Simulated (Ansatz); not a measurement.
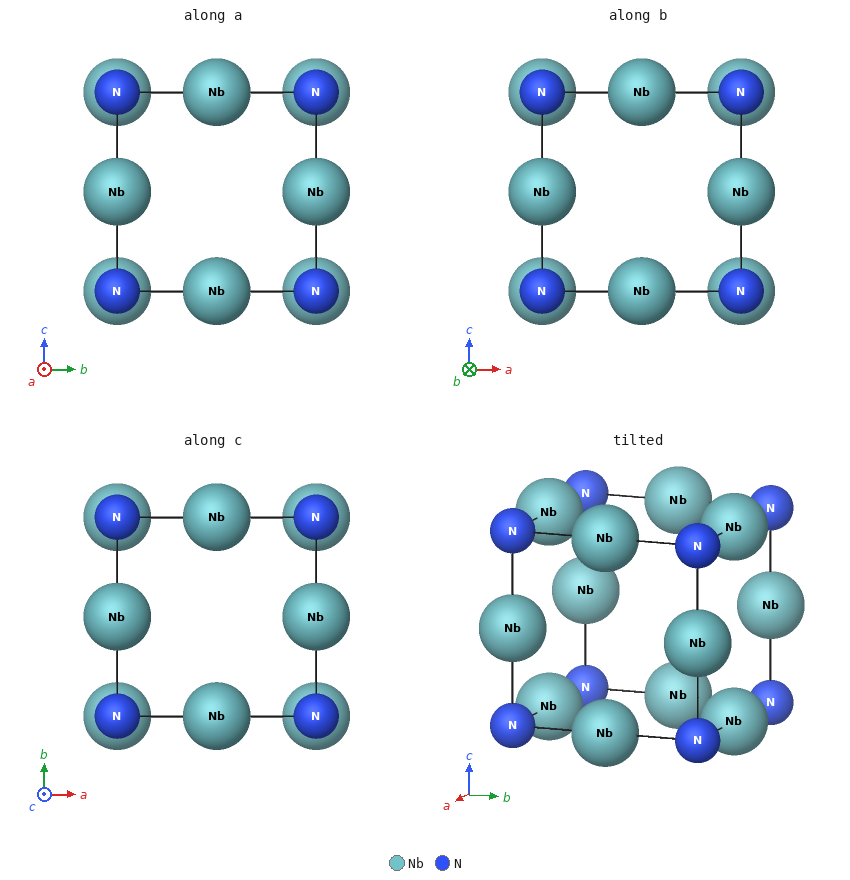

The crystal in a spheres-only representation, seen along the a axis, along the b axis, along the c axis and slightly off an axis. The conventional unit cell is drawn as a box.

Lattice parameters: a = 4.201 Å, b = 4.201 Å, c = 4.201 Å, α = 90.00°, β = 90.00°, γ = 90.00°.

**Put the structure into a table of Wyckoff sites.**

Space group Pm-3m (No. 221).
```
atom  site       x       y       z
  Nb    3d  0.5000  0.0000  0.0000
   N    1a  0.0000  0.0000  0.0000
```

Its origin is a structure type filled with these elements by a generator (whether the compound takes this form wasn't checked). Relaxation method: DFT PBE, scalar-relativistic, plane waves, PAW in Ansatz 0.2.0.
